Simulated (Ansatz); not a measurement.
Hf$_{3}$N$_{2}$

```
Hf N
1.0
     3.20890    0.00000    0.00000
    -1.60445    2.77899    0.00000
     0.00000    0.00000   23.31609
Hf N
9 6
Direct
  0.66667 0.33333 0.11296
  0.33333 0.66667 0.44629
  0.00000 0.00000 0.77963
  0.00000 0.00000 0.22037
  0.66667 0.33333 0.55371
  0.33333 0.66667 0.88704
  0.00000 0.00000 0.00000
  0.66667 0.33333 0.33333
  0.33333 0.66667 0.66667
  0.33333 0.66667 0.27876
  0.00000 0.00000 0.61209
  0.66667 0.33333 0.94543
  0.33333 0.66667 0.05457
  0.00000 0.00000 0.38791
  0.66667 0.33333 0.72124
```

Space group R-3m; a structure from a database of computed crystals, not necessarily the ambient phase; started from the database_166 prototype, which need not be the ambient phase.

All numbers below come from DFT r2SCAN, scalar-relativistic, plane waves, PAW in Ansatz.

The density is the valence pseudo-density of a PAW calculation; it isn't the true density close to the nuclei.

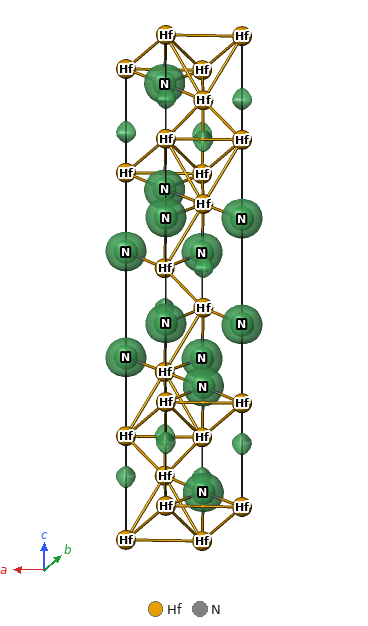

Figure 1. Isosurface of the electron localisation function at 0.75 (green), seen at an oblique angle. Core shells and regions of very low density are left out. Sticks mark near contacts.

**Where are the electrons localised?**

The ELF exceeds this value in six regions wrapped around N (the valence shell of each) and six pockets between the atoms, centred on no nucleus (multi-centre or interstitial), counted in one cell of 15 atoms. Any copies at cell faces, edges or corners count once. Profiles from the grid: Hf–N (2.25 Å): the ELF peaks at about 0.80 in the valence shell of N, 0.6 Å from its nucleus, and is about 0.15 at the midpoint: no shared electron pair shows on this line. Hf–Hf (3.12 Å): the ELF is about 0.30 at the midpoint (no localised pair shows between them).

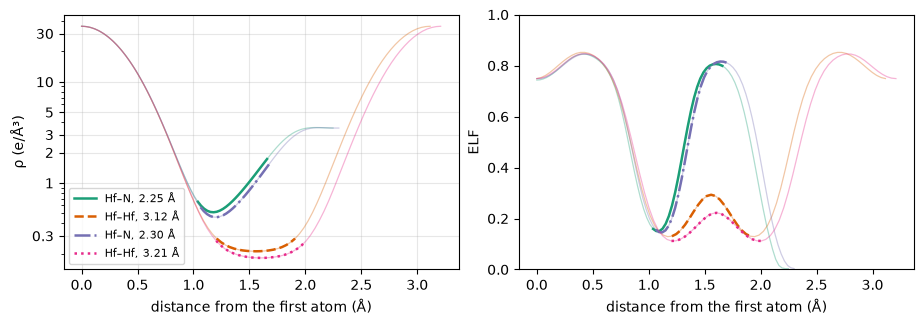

Figure 2. Valence pseudo-density and ELF along straight lines between neighbouring atoms. Thin, pale parts lie inside the atomic spheres.

**What can be read from the curves?**

Hf–N (2.25 Å): the density is about 0.53 e/Å³ at the midpoint; the ELF peaks at about 0.80 in the valence shell of N, 0.6 Å from its nucleus, and is about 0.15 at the midpoint; no shared electron pair shows on this line.
Hf–Hf (3.12 Å): ρ is about 0.21 e/Å³ halfway; the ELF is about 0.30 at the midpoint: no localised pair shows between them.
Hf–N (2.30 Å): ρ is about 0.47 e/Å³ halfway; the ELF peaks at about 0.80 in the valence shell of N, 0.7 Å from its nucleus, and drops to about 0.15 between the two atoms: no localised pair shows between them.
Hf–Hf (3.21 Å): ρ is about 0.18 e/Å³ halfway; the ELF is about 0.20 at the midpoint; no shared electron pair shows on this line.

**Does the calculation make it a metal, or give it a gap?**

It is gapless in this calculation (a metal or semimetal).
